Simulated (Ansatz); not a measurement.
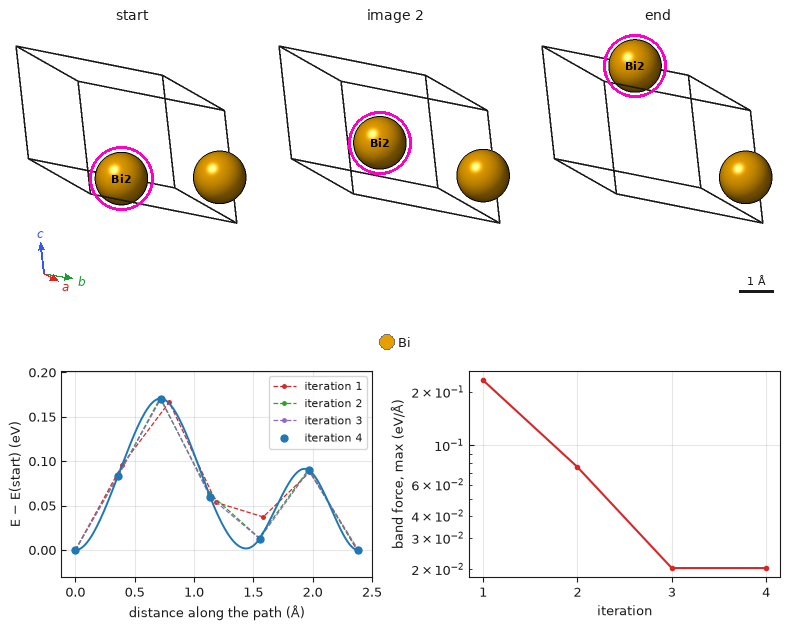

A search for the minimum-energy path of a 2-atom cell of Bi (set up in C2/m) by the nudged elastic band. Images are numbered from 0 (start) to 6 (end). The plot follows the band through its iterations. A spheres-only model of the simulation cell (origin moved), seen slightly off an axis. The moving atom is ringed, with any periodic copies.

Theory: Ansatz 0.2.0, DFT, PBE, PAW with Ansatz's default frozen-core files, scalar-relativistic. Run with plane-wave cutoff 420 eV; k-point mesh 5 × 5 × 7; Fermi-Dirac smearing 0.05 eV; 5 movable images; climbing image.

Did the band converge, and can the barrier be trusted?

Answer. The run is converged, with reservations. The band converged in 4 iterations. The largest component of the band force went from 0.23 to 0.02 eV/Å. The climbing image converged on the top of the path. Its curvatures weren't checked. The first iteration put the highest image at 0.167 eV. The barrier is about 0.171 eV in both directions, with image 2 at the top; the ends have the same energy. The profile has 2 maxima (images 2, 5) with a dip at image 4 (+0.013 eV), so the process runs in steps.

The run took about 12 core-minutes on a shared host.
